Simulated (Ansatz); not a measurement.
```xyz
1
Lattice="2.6143 0.0000 0.0000 0.0000 2.6143 0.0000 0.0000 0.0000 23.8000" Properties=species:S:1:pos:R:3 pbc="T T T"
Mn    0.0000    0.0000    7.0001
```

A structure generated by program, which may or may not match a known phase; spin-polarised.

Computed with Ansatz 0.2.0, DFT PBE, scalar-relativistic, plane waves, PAW.

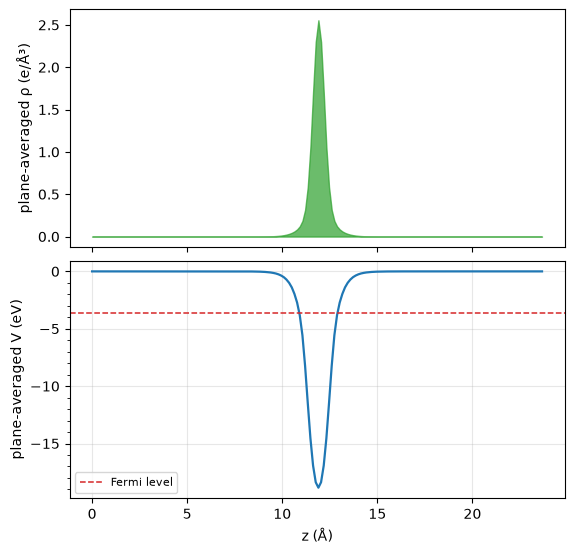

Mn. Plane average of the electrostatic potential energy of an electron and of the valence pseudo-density across the slab.

Core electrons are frozen (PAW), and the valence fields are smoothed inside the atomic spheres.

What is the work function?

Answer. The potential is flat in the vacuum, 3.65 eV above the Fermi level; this is the work function, the same on both faces.

How thick is the slab, and how wide the vacuum?

Answer. The outermost nuclei are 0.0 Å apart, in 1 atomic plane; the vacuum between periodic images is 23.8 Å wide.
